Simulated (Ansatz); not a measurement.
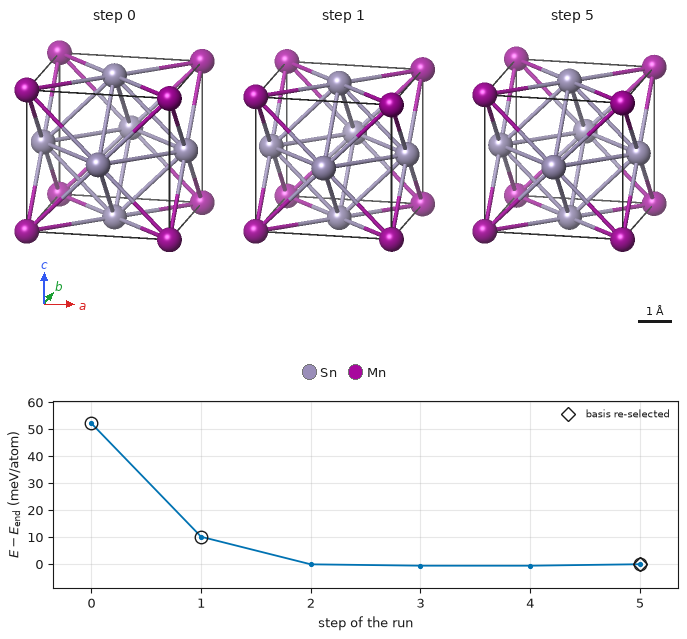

Frames of a relaxation of a crystal of MnSn₃ (built on the Cu3Au (L1 type), marked on the history of the run. A ball-and-stick model of the cell of the calculation, seen slightly off an axis.

Case: no spin polarisation.

All numbers below come from DFT PBEsol, scalar-relativistic, plane waves, PAW (Ansatz 0.2.0). (plane-wave cutoff 420 eV; k-point mesh 10 × 10 × 10; occupations gaussian; smearing width 0.1 eV; no spin polarisation; cell and atoms relaxed; force threshold 0.01 eV/Å; at most 60 steps)

**What happens along the run?**

The energy falls by 52.2 meV per atom in 4 accepted moves (5 points after the start). All forces vanish by symmetry, so only the cell relaxes. The pressure goes from −6.59 to −0.01 GPa. At 1 point the geometry stayed and the basis and grid were re-selected for the new cell (energy shift of 0.5 meV per atom at most each time). The atoms keep their places relative to the cell (all moves are under 0.005 Å). Cell: a = b = c 4.514 → 4.359 Å (−3.4 %). Volume −10.0 %. Among the contacts that change: Mn–Sn 3.192 → 3.082 Å, Sn–Sn 3.192 → 3.082 Å. The space group stays Pm-3m (No. 221). The run took 67 s on 1 thread of Arm Neoverse V1, on a shared host, peak memory 0.43 GiB. From step 0 to 1: volume −13.9 %, energy −42.1 meV per atom. From step 1 to 5: volume +4.6 %, energy −10.2 meV per atom.

```json
{"step": "0", "E − E(0), meV/atom": "0.00", "pressure, GPa": "-6.59", "volume, Å³/atom": "22.998", "note": ""}
{"step": "1", "E − E(0), meV/atom": "-42.06", "pressure, GPa": "4.04", "volume, Å³/atom": "19.796", "note": ""}
{"step": "2", "E − E(0), meV/atom": "-52.28", "pressure, GPa": "-0.74", "volume, Å³/atom": "20.902", "note": ""}
{"step": "3", "E − E(0), meV/atom": "-52.79", "pressure, GPa": "-0.06", "volume, Å³/atom": "20.722", "note": ""}
{"step": "4", "E − E(0), meV/atom": "-52.79", "pressure, GPa": "0.00", "volume, Å³/atom": "20.706", "note": ""}
{"step": "5", "E − E(0), meV/atom": "-52.25", "pressure, GPa": "-0.01", "volume, Å³/atom": "20.706", "note": "same geometry, new basis"}
```

Limits of the set-up: an element that often carries a moment was run without spin polarisation.
